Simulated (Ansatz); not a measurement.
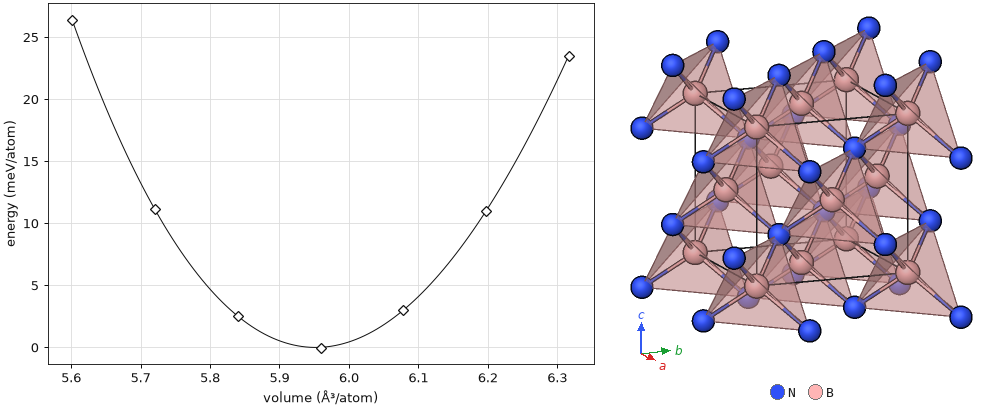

The picture above shows the energy against volume for BN, space group F-43m (No. 216). The conventional cell is drawn beside the plot.

The given structure:
```
CELL_PARAMETERS angstrom
0.00000 1.81300 1.81300
1.81300 0.00000 1.81300
1.81300 1.81300 0.00000
ATOMIC_POSITIONS crystal
N 0.25000 0.25000 0.25000
B 0.00000 0.00000 0.00000
```

Computed with Ansatz 0.2.0: plane-wave DFT, no spin polarisation; energies at scaled volumes of the given cell, shape and fractions fixed, counted from the fit's minimum, third-order Birch-Murnaghan fit. Level: PBE.

- k mesh: 13×13×13
- occupations: Fermi–Dirac
- smearing width: 0.05 eV
- potentials: Ansatz PAW
- wave cutoff: 420 eV
- density cutoff: 1680 eV

This calculation gives: equilibrium volume 5.95 Å³/atom and bulk modulus 372 GPa.

Now B is replaced by Ga on all its sites, which gives GaN in the same structure. The second calculation uses k mesh 10×10×10. How do these quantities change?

The equilibrium volume rises from 5.95 to 11.76 Å³/atom (+98 %) and the bulk modulus falls from 372 to 172 GPa (−54 %).

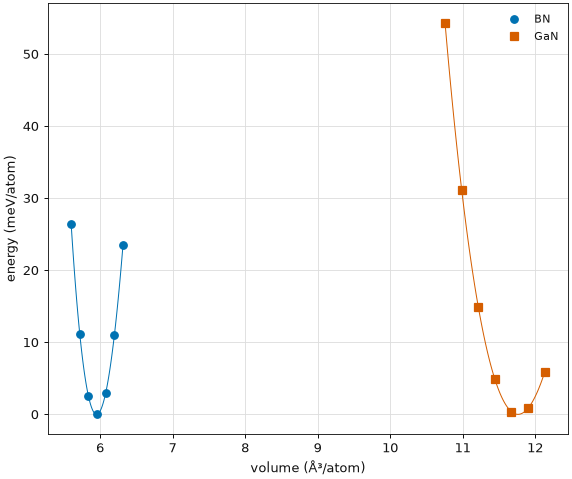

The two results together.

V0 and the bulk modulus come from third-order Birch–Murnaghan fits.
